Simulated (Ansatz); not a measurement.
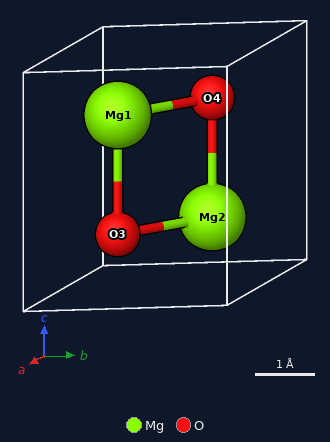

**Figure 1.** The structure as given in the input (ball-and-stick view of the cell of the calculation, seen slightly off an axis; atoms are numbered from 1 in the order of the input). An atom can appear more than once, as a periodic image. Near neighbours in the periodic cell (some may lie outside the picture): Mg has 5 O at 2.01 to 2.09 Å; O has 5 Mg at 2.01 to 2.09 Å.

# MgO: one change and its effect

System: MgO (P6₃/mmc, 4 atoms in the cell).
Method of the first run: DFT PBEsol, scalar-relativistic, plane waves, PAW, PAW set soft_1, no spin polarisation (Ansatz 0.2.0).

The structure derives from a Materials Project entry. Text and figures count atoms from 1; the logs count them from 0 in places.

**Input file, the first run**
```yaml
crystal:
  lattice:
    - [3.4863778627, 0.0, 0.0]
    - [-1.7431889314, 3.0192917963, 0.0]
    - [0.0, 0.0, 4.17804122]
  atoms:
    - { symbol: Mg, position: [0.66666667, 0.33333333, 0.75] }
    - { symbol: Mg, position: [0.33333333, 0.66666667, 0.25] }
    - { symbol: O, position: [0.66666667, 0.33333333, 0.25] }
    - { symbol: O, position: [0.33333333, 0.66666667, 0.75] }
basis:
  ecutwfc: 520.0
kpoints:
  mp_grid: { grid: [9, 9, 6] }
hamiltonian:
  xc: pbesol
  pseudopotentials: { kind: paw, azcp: { folder: soft_1 } }
scf:
  occupations: { method: gaussian, width: 0.02 }
output:
  forces: true
  stress: true
  eigenvalues: true
relax:
  adjacent_minimum: "off"
  f_tol: 0.005
  max_steps: 80
  cell: { stress_tol: 0.05 }
```

Command:
```bash
ansatz run input.yaml --threads 2 --pin off --max-ram 4096MiB --backend cpu --events-out ev --progress --plain --runs-dir out
```

Hardware: 2 threads of Arm Neoverse N1, 98 GiB of memory available, shared host.

**Output, shortened to warnings, some set-up lines, iterations and results (the first run)**
```
Warning: [file] the record states the generating functional pbe (its physics header spells it `PBE`), which answers neither for hamiltonian.xc's functional nor for the pbesol family's — results may be inconsistent (PPs are generated against a specific XC)
Warning: [file] the record states the generating functional pbe (its physics header spells it `PBE`), which answers neither for hamiltonian.xc's functional nor for the pbesol family's — results may be inconsistent (PPs are generated against a specific XC)
Basis set: ecut = 520 eV, 1155 PW (Γ), exchange–correlation on 54×54×64 points (8 copies of the dense FFT grid, shifted against one another)
Symmetry: 24 space group operations
k-points: 48 of 486
Initial density: superposition of atomic densities (chi_scale 0.1, normalization cell, long waves kept (reshape's long-wave potential 0.00 eV rms))
[...]
SCF iter   1: F=—  HF=-4951.760765 eV  |F-HF|=—  |Δ(HF+E_count)|=         —  Δρ=6.77e-2  dr2=1.50e0  ethr=3.10e-3  ⟨swp⟩=6.0  Hψ=4813  notcnv=0
SCF iter   2: F=—  HF=-4951.531170 eV  |F-HF|=—  |Δ(HF+E_count)|=   2.30e-1  Δρ=3.52e-2  dr2=4.95e-1  ethr=3.10e-3  ⟨swp⟩=2.8  Hψ=1979  notcnv=0
SCF iter   3: F=—  HF=-4951.491902 eV  |F-HF|=—  |Δ(HF+E_count)|=   3.93e-2  Δρ=5.75e-3  dr2=2.38e-2  ethr=1.55e-3  ⟨swp⟩=3.2  Hψ=1788  notcnv=0  defer=1
SCF iter   4: F=—  HF=-4951.491217 eV  |F-HF|=—  |Δ(HF+E_count)|=   6.85e-4  Δρ=1.84e-3  dr2=1.16e-3  ethr=7.45e-5  ⟨swp⟩=3.0  Hψ=1797  notcnv=0
SCF iter   5: F=—  HF=-4951.492175 eV  |F-HF|=—  |Δ(HF+E_count)|=   9.58e-4  Δρ=1.62e-3  dr2=8.13e-4  ethr=3.64e-6  ⟨swp⟩=2.0  Hψ=1538  notcnv=0
[... 26 lines ...]
SCF iter   4: F=—  HF=-4951.493597 eV  |F-HF|=—  |Δ(HF+E_count)|=   2.46e-7  Δρ=8.16e-7  dr2=1.78e-10  ethr=4.99e-12  ⟨swp⟩=2.0  Hψ=1619  notcnv=0
SCF iter   5: F=—  HF=-4951.493597 eV  |F-HF|=—  |Δ(HF+E_count)|=  3.64e-11  Δρ=4.52e-7  dr2=5.21e-11  ethr=1.00e-12  ⟨swp⟩=4.0  Hψ=3452  notcnv=0
SCF iter   6: F=-4951.493597 eV  HF=-4951.493597 eV  |F-HF|=2.73e-12  |Δ(HF+E_count)|=  9.19e-11  Δρ=7.43e-8  dr2=1.39e-12  ethr=1.00e-12  ⟨swp⟩=4.0  Hψ=3068  notcnv=0
SCF 5 converged in 6 iterations: F = -4951.493597 eV  dr2 = 1.39e-12
relax step   5: F+E_penalty+E_count = -4951.49359694 eV  Δ(F+E_penalty+E_count) = -1.658e-5 eV  max|allowed force component| = 1.113e-16 eV/Å  Δτ_max = 0.0000 Å  P = -0.005 …
basis re-selected at this cell: Δ(F+E_penalty+E_count) = -1.658e-5 eV, ΔP = -0.000 GPa vs the last step (what re-selecting the basis moved, of the pressure what is left beyond the Pulay correction that the steps carried, after the strain that the cell walked since its last selection, with what the …
SCF converged after 6 iterations
Free energy (F): -4951.493597 eV
Harris-Foulkes:  -4951.493597 eV  (|F-HF|=2.73e-12)
Internal energy: -4951.493597 eV  (E = F + TS)
E sigma→0 (E₀):  -4951.493597 eV
Fermi energy:    7.564257 eV
--- Per-component energies (eV) ---
  E_band       = -650.238740
  E_kinetic    = 483.608509
  E_local      = -3834.642855  (includes V_loc(G=0)·N_el)
  E_nonlocal   = 495.725456
  E_hartree    = 1314.142274
  E_xc         = -197.723870
  E_vxc        = -254.613476  (∫ρ·V_xc dr)
  E_paw        = -892.451897  (= ΣΔE_a)
  E_vpaw       = -168.601357  (= ΣTr[D̂ρ^β])
  E_aug_tail   = 0.000415  (compensation charges beyond the density's cutoff)
  E_ewald      = -2320.339931
  E_core_change = 0.188300  (= ΣΔE_core)
  E_smearing   = -0.000000  (= −TS)
  E_closure    = 0.000000  (closes the sum)
  Σ components = -4951.493597   (vs F -4951.493597, Δ=0.00e0)
--- Forces (eV/Å), atoms counted from 1 ---
  atom   1  Mg     0.00000000    -0.00000000    -0.00000000
  atom   2  Mg    -0.00000000     0.00000000     0.00000000
  atom   3  O      0.00000000    -0.00000000    -0.00000000
  atom   4  O     -0.00000000     0.00000000     0.00000000
  max |Σ_I F_I| component: 1.16e-18 eV/Å
--- Stress (GPa, compression-positive) ---
       -0.019753      -0.000000       0.000000
       -0.000000      -0.019753       0.000000
        0.000000       0.000000       0.025727
  P = ⅓ Tr σ = -0.0046 GPa (-0.046 kbar)
--- Relaxed structure (4 steps of the walk, 4 accepted, 1 SCFs on fresh bases) ---
  F+E_penalty+E_count = -4951.49359694 eV   max|allowed force component| = 1.113e-16 eV/Å   (the final SCF, on the basis selected at the relaxed cell)
  cell:  # Å, volume = 44.3679 Å³
    - [3.4947663886904956, 2.893702567216079e-11, 0.0]
    - [-1.747383194370308, 3.0265564728835024, 0.0]
    - [0.0, 0.0, 4.194713225501336]
  atoms:
    - { symbol: Mg, position: [0.6666666666666665, 0.3333333333333333, 0.7499999999999999] }
    - { symbol: Mg, position: [0.33333333333333326, 0.6666666666666665, 0.25] }
[...]
```

For the second run the input was changed thus:
```diff
+  convergence: { dr2_threshold: 1.0e-20 }
+  max_iter: 60
```

Predict how the results change.

Both reach the same energy, so the change doesn't alter the result. The SCF takes 63 iterations over all geometry steps against 26.

**Output, shortened to warnings, some set-up lines, iterations and results (the second run)**
```
Warning: [file] the record states the generating functional pbe (its physics header spells it `PBE`), which answers neither for hamiltonian.xc's functional nor for the pbesol family's — results may be inconsistent (PPs are generated against a specific XC)
Warning: [file] the record states the generating functional pbe (its physics header spells it `PBE`), which answers neither for hamiltonian.xc's functional nor for the pbesol family's — results may be inconsistent (PPs are generated against a specific XC)
Basis set: ecut = 520 eV, 1155 PW (Γ), exchange–correlation on 54×54×64 points (8 copies of the dense FFT grid, shifted against one another)
Symmetry: 24 space group operations
k-points: 48 of 486
Initial density: superposition of atomic densities (chi_scale 0.1, normalization cell, long waves kept (reshape's long-wave potential 0.00 eV rms))
[...]
SCF iter   1: F=—  HF=-4951.760765 eV  |F-HF|=—  |Δ(HF+E_count)|=         —  Δρ=6.77e-2  dr2=1.50e0  ethr=3.10e-3  ⟨swp⟩=6.0  Hψ=4813  notcnv=0
SCF iter   2: F=—  HF=-4951.531170 eV  |F-HF|=—  |Δ(HF+E_count)|=   2.30e-1  Δρ=3.52e-2  dr2=4.95e-1  ethr=3.10e-3  ⟨swp⟩=2.8  Hψ=1979  notcnv=0
SCF iter   3: F=—  HF=-4951.491902 eV  |F-HF|=—  |Δ(HF+E_count)|=   3.93e-2  Δρ=5.75e-3  dr2=2.38e-2  ethr=1.55e-3  ⟨swp⟩=3.2  Hψ=1788  notcnv=0  defer=1
SCF iter   4: F=—  HF=-4951.491217 eV  |F-HF|=—  |Δ(HF+E_count)|=   6.85e-4  Δρ=1.84e-3  dr2=1.16e-3  ethr=7.45e-5  ⟨swp⟩=3.0  Hψ=1797  notcnv=0
SCF iter   5: F=—  HF=-4951.492175 eV  |F-HF|=—  |Δ(HF+E_count)|=   9.58e-4  Δρ=1.62e-3  dr2=8.13e-4  ethr=3.64e-6  ⟨swp⟩=2.0  Hψ=1538  notcnv=0
[... 63 lines ...]
SCF iter  10: F=—  HF=-4951.493597 eV  |F-HF|=—  |Δ(HF+E_count)|=  9.09e-13  Δρ=7.73e-11  dr2=1.91e-18  ethr=1.17e-17 (applied; sched 1.00e-12)  ⟨swp⟩=2.1  Hψ=1625  notcnv=0
SCF iter  11: F=—  HF=-4951.493597 eV  |F-HF|=—  |Δ(HF+E_count)|=    0.00e0  Δρ=1.55e-11  dr2=5.77e-20  ethr=9.19e-19 (applied; sched 1.00e-12)  ⟨swp⟩=1.0  Hψ=960  notcnv=0
SCF iter  12: F=-4951.493597 eV  HF=-4951.493597 eV  |F-HF|=0.00e0  |Δ(HF+E_count)|=  9.09e-13  Δρ=1.82e-12  dr2=5.15e-22  ethr=1.00e-12  ⟨swp⟩=1.0  Hψ=1152  notcnv=0
SCF 5 converged in 12 iterations: F = -4951.493597 eV  dr2 = 5.15e-22
relax step   5: F+E_penalty+E_count = -4951.49359685 eV  Δ(F+E_penalty+E_count) = -1.658e-5 eV  max|allowed force component| = 1.995e-16 eV/Å  Δτ_max = 0.0000 Å  P = -0.006 …
basis re-selected at this cell: Δ(F+E_penalty+E_count) = -1.658e-5 eV, ΔP = -0.000 GPa vs the last step (what re-selecting the basis moved, of the pressure what is left beyond the Pulay correction that the steps carried, after the strain that the cell walked since its last selection, with what the …
SCF converged after 12 iterations
Free energy (F): -4951.493597 eV
Harris-Foulkes:  -4951.493597 eV  (|F-HF|=0.00e0)
Internal energy: -4951.493597 eV  (E = F + TS)
E sigma→0 (E₀):  -4951.493597 eV
Fermi energy:    7.564131 eV
--- Per-component energies (eV) ---
  E_band       = -650.241978
  E_kinetic    = 483.608070
  E_local      = -3834.655820  (includes V_loc(G=0)·N_el)
  E_nonlocal   = 495.725422
  E_hartree    = 1314.147356
  E_xc         = -197.723721
  E_vxc        = -254.613277  (∫ρ·V_xc dr)
  E_paw        = -892.451949  (= ΣΔE_a)
  E_vpaw       = -168.601502  (= ΣTr[D̂ρ^β])
  E_aug_tail   = 0.000415  (compensation charges beyond the density's cutoff)
  E_ewald      = -2320.331672
  E_core_change = 0.188300  (= ΣΔE_core)
  E_smearing   = -0.000000  (= −TS)
  E_closure    = 0.000000  (closes the sum)
  Σ components = -4951.493597   (vs F -4951.493597, Δ=0.00e0)
--- Forces (eV/Å), atoms counted from 1 ---
  atom   1  Mg    -0.00000000     0.00000000    -0.00000000
  atom   2  Mg     0.00000000    -0.00000000     0.00000000
  atom   3  O     -0.00000000     0.00000000    -0.00000000
  atom   4  O      0.00000000    -0.00000000     0.00000000
  max |Σ_I F_I| component: 3.93e-17 eV/Å
--- Stress (GPa, compression-positive) ---
       -0.021248       0.000000       0.000000
        0.000000      -0.021248       0.000000
        0.000000       0.000000       0.025342
  P = ⅓ Tr σ = -0.0057 GPa (-0.057 kbar)
--- Relaxed structure (4 steps of the walk, 4 accepted, 1 SCFs on fresh bases) ---
  F+E_penalty+E_count = -4951.49359685 eV   max|allowed force component| = 1.995e-16 eV/Å   (the final SCF, on the basis selected at the relaxed cell)
  cell:  # Å, volume = 44.3683 Å³
    - [3.494784910685344, 2.893717899826341e-11, 0.0]
    - [-1.7473924553677325, 3.02657251340157, 0.0]
    - [0.0, 0.0, 4.194706478373244]
  atoms:
    - { symbol: Mg, position: [0.6666666666666667, 0.3333333333333333, 0.7499999999999999] }
    - { symbol: Mg, position: [0.3333333333333333, 0.6666666666666665, 0.25] }
[...]
```

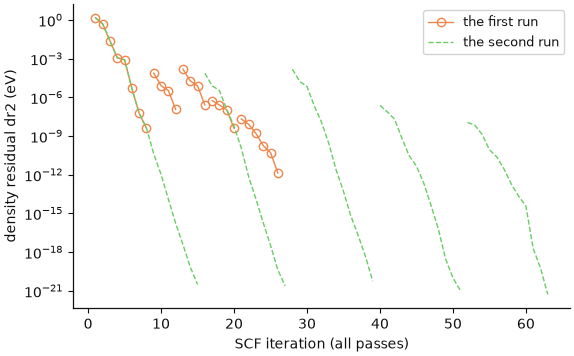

**Figure 2.** Convergence of the two runs: density residual dr2 against the SCF iteration. A break in a curve parts two SCF passes. The first run takes 26 iterations in all, and the second run takes 63.

**The two runs side by side**

```csv
quantity,the first run,the second run
outcome,converged,converged
free energy per atom (eV),−1237.8734,−1237.8734
gap on the mesh (eV),3.28,3.28
pressure (GPa),0.00,−0.01
largest force (eV/Å),0.000,0.000
SCF iterations,26,63
irreducible k-points,48,48
wall time (shared host),14 s,18 s
```

For both runs: Warnings: the PAW datasets were made with another functional. For the second run: This input holds a deliberate fault: an extremely tight threshold (`scf.convergence.dr2_threshold`). The threshold was met all the same, at the cost of more iterations.
